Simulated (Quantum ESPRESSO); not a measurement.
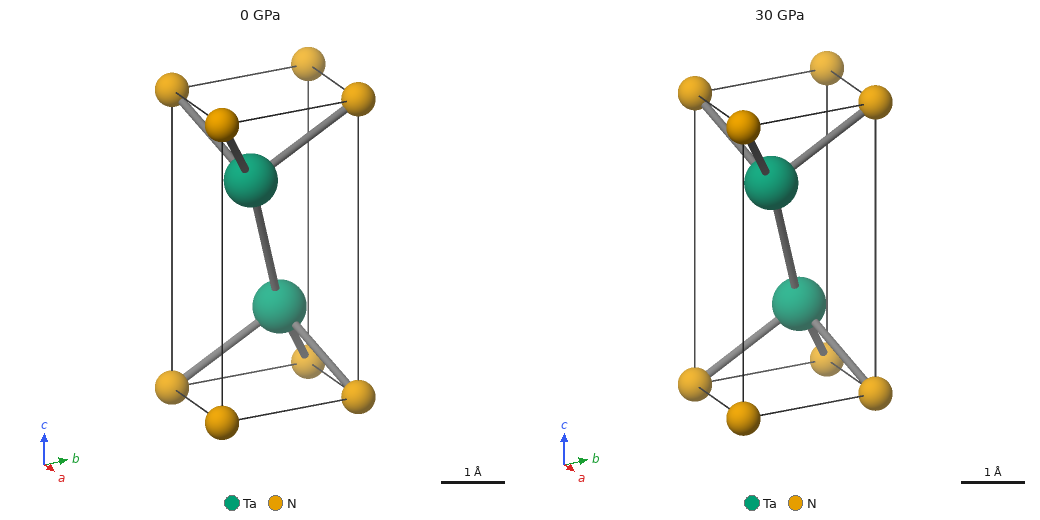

Ta₂N, space group P-3m1 (No. 164), relaxed (cell and atoms) under a series of hydrostatic pressures; the conventional cell is drawn at the lowest and the highest, to one scale (sticks follow a distance rule). The start was a structure listed in the Materials Project. It needn't be the stable form of this composition.

Alike in all runs: Quantum ESPRESSO 7.5; functional PBEsol; potentials GBRV 1.5 PBEsol; cutoff 871 eV; k mesh 10 × 10 × 6 on the run's cell of 3 atoms; occupations fermi-dirac, width 0.05 eV; no spin polarisation; no spin-orbit coupling.

```tsv
pressure (GPa)	volume (Å³/atom)	a (Å)	c (Å)
0.0	13.193	3.075	4.833
2.0	13.101	3.067	4.826
5.0	?	?	?
10.0	12.772	3.037	4.796
20.0	12.416	3.006	4.760
30.0	12.105	2.978	4.727
```

> Fit a third-order Birch-Murnaghan equation to the rows given and use it to fill in the volume that is left out.

The fit gives V0 = 13.19 Å³/atom, B0 = 287 GPa and B0′ = 4.5, which puts the volume at 5.0 GPa at 12.97 Å³/atom. The run gave volume 12.972 Å³/atom; a 3.055 Å; c 4.815 Å.

> Which axis yields most up to 30 GPa?

The a axis: a −3.1 %, c −2.2 %, against −8.2 % in volume.

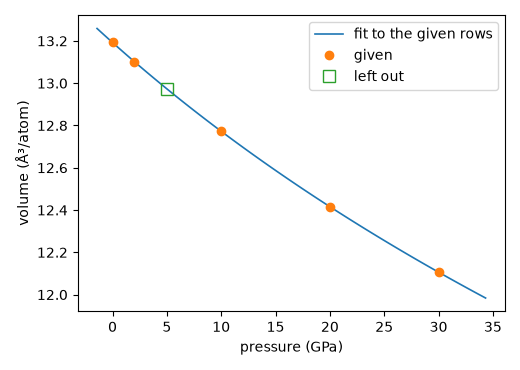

Volume against pressure, with the fit. The structure was kept in its own symmetry, so a change to another phase within this range wouldn't be seen.

Caveat: spin-orbit coupling is left out, which matters for Ta, if less for volumes and forces than for levels.
